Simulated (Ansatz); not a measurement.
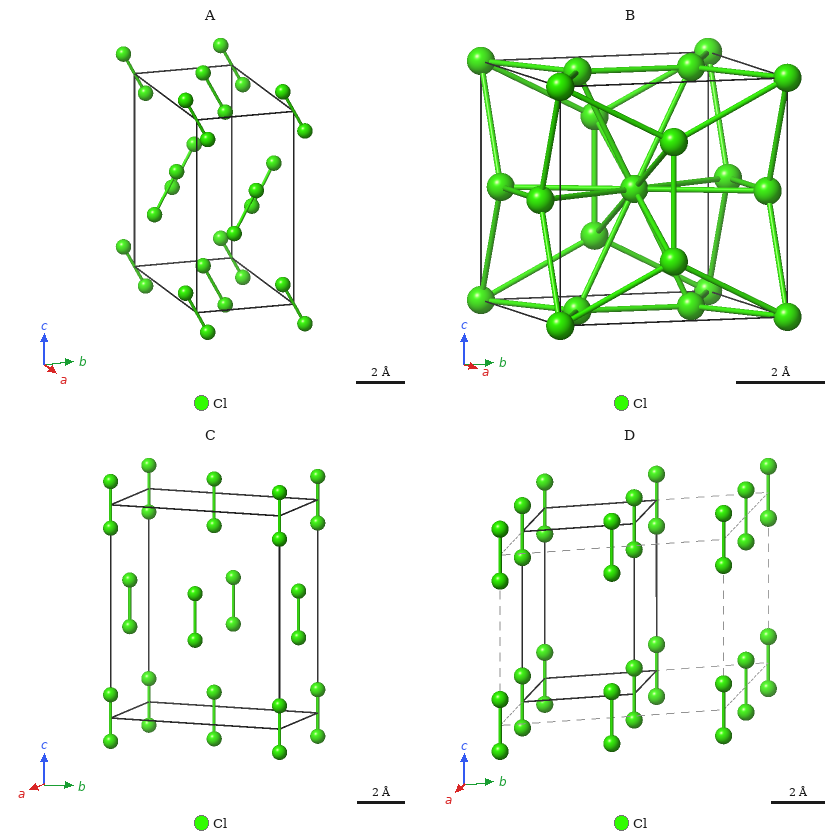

Four structures of Cl, each relaxed to rest (conventional cells in solid outline, small ones repeated, each panel with its own scale). Method: Ansatz 0.2.0, DFT PBE, scalar-relativistic, plane waves, PAW, without spin polarisation.

Give the type and space group of each panel.

Answer. A: 8 atoms a cell on a base-centred orthorhombic lattice, Cmce; B: β-tungsten (A15) type, Pm-3n; C: 8 atoms a cell on a face-centred orthorhombic lattice, Fmmm; D: 2 atoms a cell on a primitive hexagonal lattice, P6/mmm.

Rank them by energy, lowest first.

Answer. A, then C (+18 meV/atom), D (+46 meV/atom) and B (+816 meV/atom), energies at zero smearing.

Collect the results in a table.

Answer.
| panel | structure | E − E(lowest) (meV/atom) | volume (Å³/atom) | gap (eV) |
| --- | --- | --- | --- | --- |
| A | Cmce | 0 | 35.7 | 2.30 |
| C | Fmmm | 18 | 39.5 | 1.78 |
| D | P6/mmm | 46 | 56.8 | 2.33 |
| B | Pm-3n | 816 | 21.0 | metal |

Some of these may be structure types tried for this composition rather than known phases, and the most stable form need not be among them. Gaps are taken on the k-mesh or band path of each run.
